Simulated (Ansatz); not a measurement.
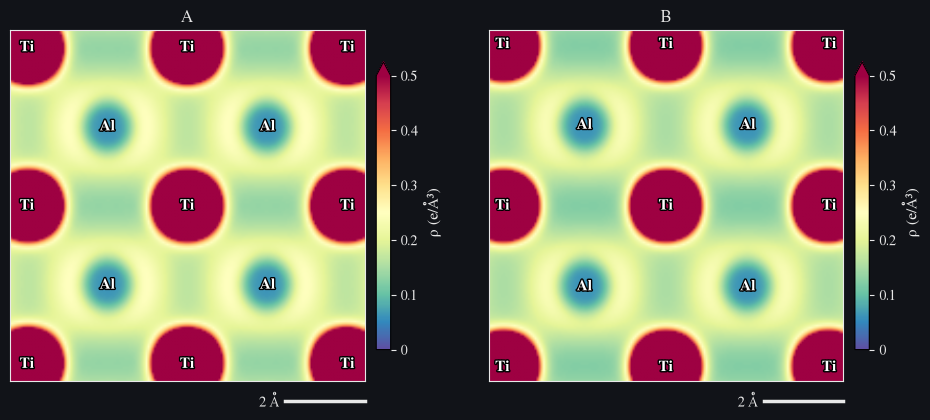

TiAl. The valence charge density (pseudo) of two cells that differ in size, on the (110) plane of each (indices in the axes of the calculation cell), at one length scale and on one colour scale: B has 17.0 Å³ an atom and A 16.0.

Computed with Kohn-Sham DFT of a periodic cell, HSE06, Ansatz PAW in Ansatz.

In a PAW calculation such maps are meaningful between the atoms, not at the nuclei.

The larger cell:

```
Ti Al
1.0
     2.87464    0.00000    0.00000
     0.00000    2.87464    0.00000
     0.00000    0.00000    4.11252
Ti Al
1 1
Cartesian
  0.0000 0.0000 0.0000
  1.4373 1.4373 2.0563
```

The smaller cell: a = 2.818 Å, b = 2.818 Å, c = 4.032 Å, α = 90.00°, β = 90.00°, γ = 90.00°.

Q: What does the compression do to the bonding and the properties?

A: From the larger cell to the smaller, Ti–Al goes from 2.89 to 2.83 Å, and the density at its midpoint from 0.19 to 0.21 e/Å³; the pressure goes from −6 to 0.3 GPa.
